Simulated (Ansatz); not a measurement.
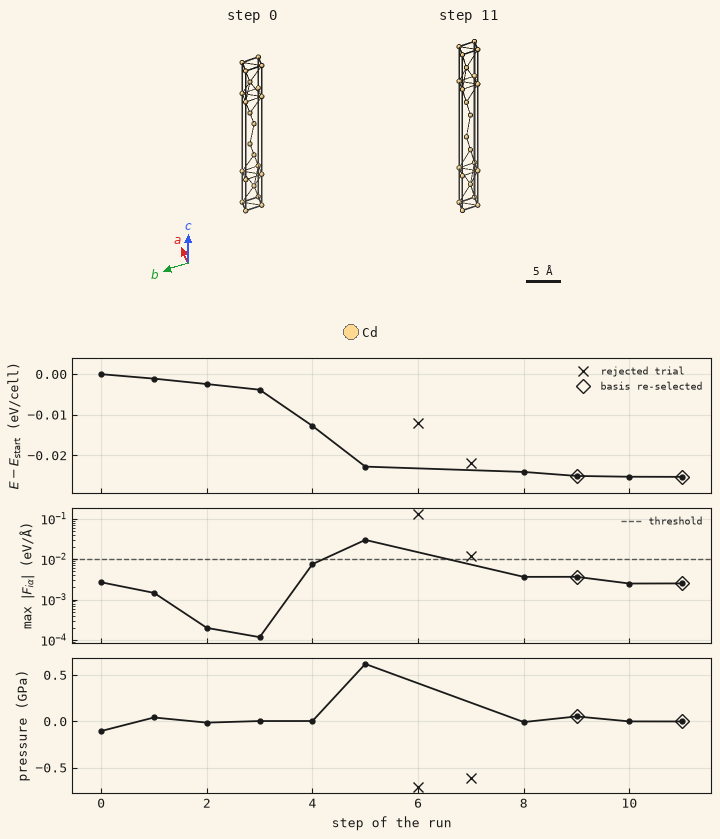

First and last geometry of a relaxation of crystalline Cd (a generated structure, set up in R-3m), with the history of the run. Style: ball-and-stick. Shown: the conventional cell (3 times the calculation's cell), from a free direction. Lengths and directions refer to the drawn axes.

Case: Ag → Cd on all its sites, cell and atoms relaxed.

The calculation used DFT PBEsol, scalar-relativistic, plane waves, PAW (Ansatz). Settings: plane-wave cutoff 420 eV; k-point mesh 18 × 18 × 18; occupations gaussian; smearing width 0.1 eV; no spin polarisation; cell and atoms relaxed; force threshold 0.01 eV/Å; at most 60 steps.

**Read the history and describe the run.**

It converged. The atoms keep their places relative to the cell (all moves are under 0.005 Å). The volume changes by +1.4 %, with a = b 3.088 → 2.946 Å (−4.6 %), c 22.696 → 25.287 Å (+11.4 %). Near-neighbour distances that change, for instance: Cd–Cd 3.080 → 3.277 Å, Cd–Cd 3.093 → 3.288 Å, Cd–Cd 3.088 → 2.946 Å. The space group stays R-3m (No. 166). After 7 accepted moves (11 points after the start) the energy has fallen by 25.3 meV per cell of the calculation. The largest force component goes from 0.0027 to 0.0025 eV/Å. Pressure: −0.10 GPa at the start and 0.00 GPa at the end. The line search rejected the trial steps at points 6, 7 of the run. The SCF was repeated twice at an unchanged geometry on a basis and grid sized afresh for the cell, which shifted the energy by 1.0 meV per cell of the calculation at most. The run took 10 min on 1 thread of Arm Neoverse V2 (shared host), peak memory 1.1 GiB.

```csv
step,"E − E(0), meV/atom","largest force component, eV/Å","pressure, GPa","volume, Å³/atom",note
0,0.00,0.0027,-0.10,20.830,
1,-0.37,0.0015,0.04,20.780,
2,-0.81,0.0002,-0.01,20.800,
3,-1.28,0.0001,0.00,20.795,
4,-4.25,0.0076,0.00,20.882,
5,-7.59,0.0300,0.62,20.878,
6,-4.04,0.1317,-0.71,21.442,rejected
7,-7.25,0.0122,-0.61,21.249,rejected
8,-8.02,0.0037,-0.01,21.077,
9,-8.35,0.0037,0.05,21.077,"same geometry, new basis"
10,-8.42,0.0025,0.00,21.124,
11,-8.43,0.0025,0.00,21.124,"same geometry, new basis"
```
